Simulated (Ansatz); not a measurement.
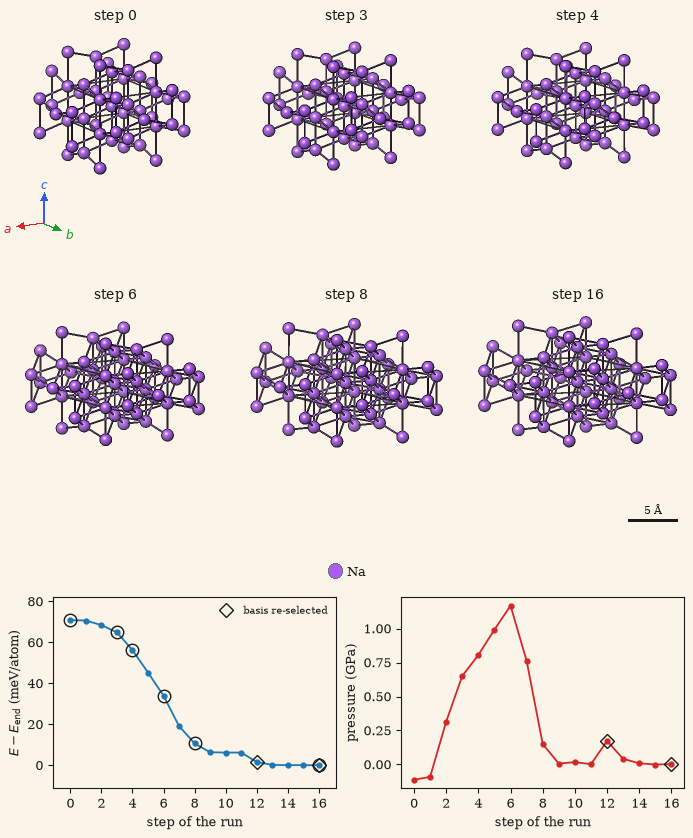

Frames of a relaxation of a crystal of Na (a generated structure, set up in I4_1/amd), marked on the history of the run. A ball-and-stick model of the conventional cell (2 times the calculation's cell), seen from a free direction. Lengths and directions refer to the drawn axes.

Phase: beta-Sn type.

All numbers below come from Ansatz, DFT, r2SCAN, plane waves (500 eV) with PAW, scalar-relativistic. Settings: plane-wave cutoff 500 eV; k-point mesh 10 × 10 × 7; occupations fermi dirac; smearing width 0.1 eV; no spin polarisation; cell and atoms relaxed; force threshold 0.01 eV/Å; at most 60 steps.

> What happens along the run?

Over 14 accepted moves (16 points after the start) the energy falls by 70.8 meV per atom. Pressure: −0.11 GPa at the start and 0.00 GPa at the end. At 2 points the geometry stayed and the basis and grid were re-selected for the new cell (energy shift of 4.5 meV per atom at most each time). The atoms keep their places relative to the cell (all moves are under 0.005 Å). The volume changes by −4.3 %, with a = b 6.620 → 7.094 Å (+7.2 %), c 3.614 → 3.659 Å (+1.2 %), α 90.0° → 89.8°, β 90.0° → 89.8°, γ 90.0° → 124.6°. Some distances before and after: Na–Na 5.018 → 3.756 Å, Na–Na 5.018 → 3.782 Å, Na–Na 3.431 → 3.663 Å, Na–Na 3.614 → 3.659 Å. Among the angles between lasting bonds that change: Na–Na–Na 94.0° → 126.5°, Na–Na–Na 94.0° → 61.7°. The space group (tolerance 0.01 Å) goes from I4_1/amd (No. 141) to C2/c (No. 15). The run took 8.8 min on 1 thread of Intel(R) Xeon(R) Platinum 8259CL CPU @ 2.50GHz (Skylake/Cascade Lake), with other jobs on the host, peak memory 1 GiB. From step 0 to 3: volume −9.7 %, energy −5.9 meV per atom. From step 3 to 4: volume −2.0 %, energy −8.7 meV per atom. From step 4 to 6: volume −4.2 %, energy −22.2 meV per atom. From step 6 to 8: Na atoms move most (0.04 Å), volume +9.4 %, energy −23.3 meV per atom. From step 8 to 16: Na atoms move most (0.06 Å), volume +3.2 %, energy −10.7 meV per atom.
